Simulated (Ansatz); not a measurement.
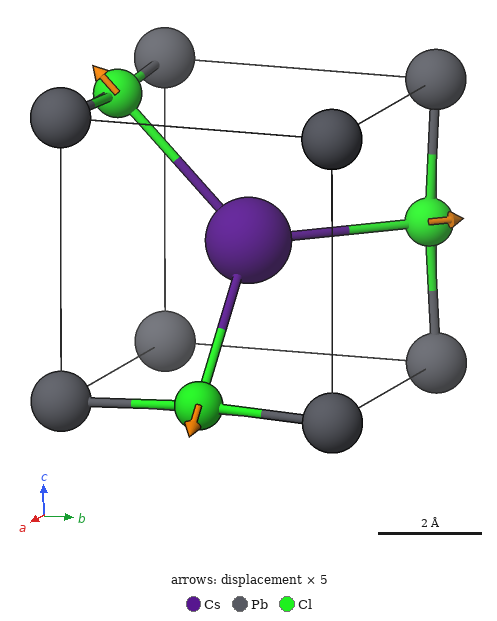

This is a relaxation of a crystal of CsPbCl3 (set up in R32). The starting structure is drawn; orange arrows show the displacements (the part carried along by the change of the cell is left out), 5 times their true length.

Style: ball-and-stick. Shown: the cell of the calculation, slightly off an axis.

Computed with Ansatz 0.2.0, DFT PBE, scalar-relativistic, plane waves, PAW. Settings: plane-wave cutoff 420 eV; k-point mesh 6 × 6 × 6; occupations gaussian; smearing width 0.02 eV; no spin polarisation; cell and atoms relaxed; force threshold 0.005 eV/Å; at most 80 steps.

### What did the optimiser do to the structure, and how much energy did it gain?

After 5 accepted moves (6 points after the start) the energy has fallen by 15.9 meV per cell of the calculation. Largest force component: 0.015 eV/Å at the start, under 0.0001 eV/Å at the end. The pressure goes from 0.69 to −0.01 GPa. At 1 point the geometry stayed and the basis and grid were re-selected for the new cell (energy shift of 0.2 meV per cell of the calculation at most each time). The largest moves relative to the cell, 0.15 Å, are those of Cl atoms. Pb and Cs stay in place. The volume changes by +3.2 %, with a = b = c 5.677 → 5.736 Å (+1.0 %), α 89.7° → 90.0°, β 89.7° → 90.0°, γ 89.7° → 90.0°. Some distances before and after: Cl–Cs 3.854 → 4.056 Å, Cl–Cs 4.152 → 4.056 Å, Cl–Cs 4.028 → 4.057 Å, Cl–Pb 2.842 → 2.868 Å. Bond angles that change, for instance: Pb–Cl–Pb 174.0° → 180.0°, Cl–Pb–Cl 174.0° → 180.0°, Cl–Pb–Cl 94.6° → 90.0°. The space group (tolerance 0.01 Å) goes from R32 (No. 155) to Pm-3m (No. 221).
